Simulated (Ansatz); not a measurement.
# B3N2: what the fields show

```
B N
1.0
     3.44716    0.00000    0.00000
    -1.72358    2.98533    0.00000
     0.00000    0.00000    4.31309
B N
3 2
Direct
  0.33485 0.00000 0.00000
  0.00000 0.33485 0.00000
  0.66515 0.66515 0.00000
  0.00000 0.00000 0.75967
  0.00000 0.00000 0.24033
```

Space group P-62m; a structure generated by program, which may or may not match a known phase; computed without spin polarisation.

Computed with Ansatz 0.2.0, DFT PBE, scalar-relativistic, plane waves, PAW.

In a PAW calculation such maps are meaningful between the atoms, not at the nuclei.

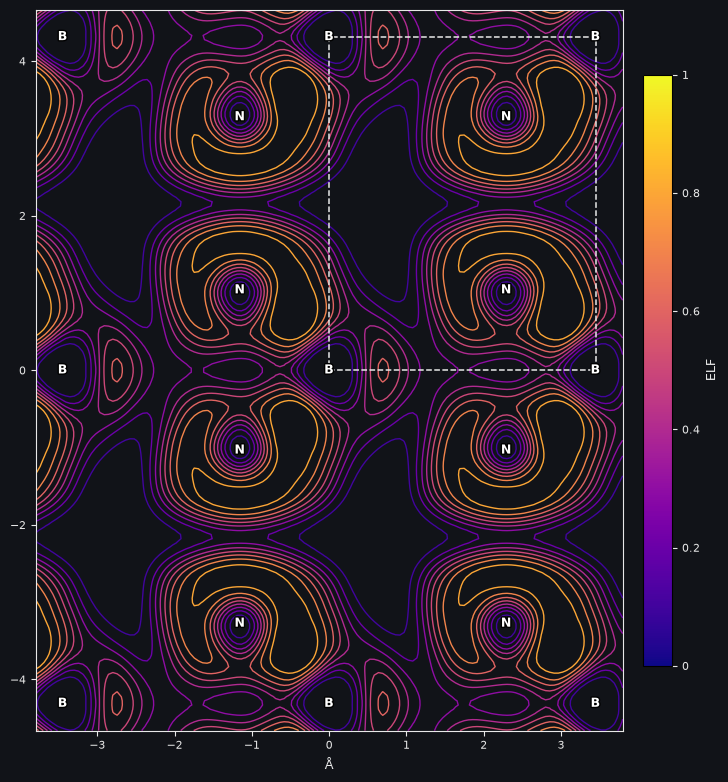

Figure 1. ELF on the (010) plane of the conventional cell.

**Describe what can be read from this map.**

- Atoms in the plane: B and N.
- B–N (1.55 Å): the ELF peaks at about 0.85 between the atoms.

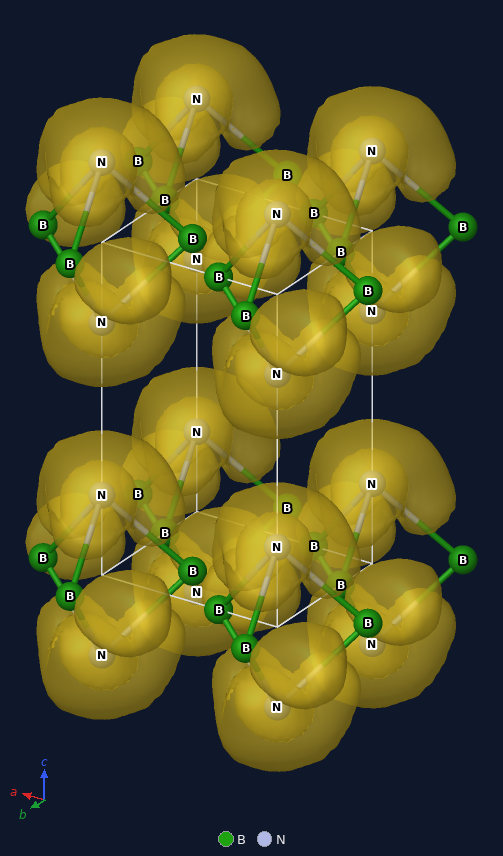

Figure 2. Isosurface of the electron localisation function at 0.75 (yellow), seen at an oblique angle. Core shells and regions of very low density are left out. Sticks mark near contacts.

**Describe the localisation domains.**

The surface consists of two regions on N in which the atom's valence shell and bonds are merged and two pockets between the atoms, centred on no nucleus (multi-centre or interstitial), counted in one cell of 5 atoms. Any copies at cell faces, edges or corners count once.

**Does the calculation make it a metal, or give it a gap?**

It is gapless in this calculation (a metal or semimetal).
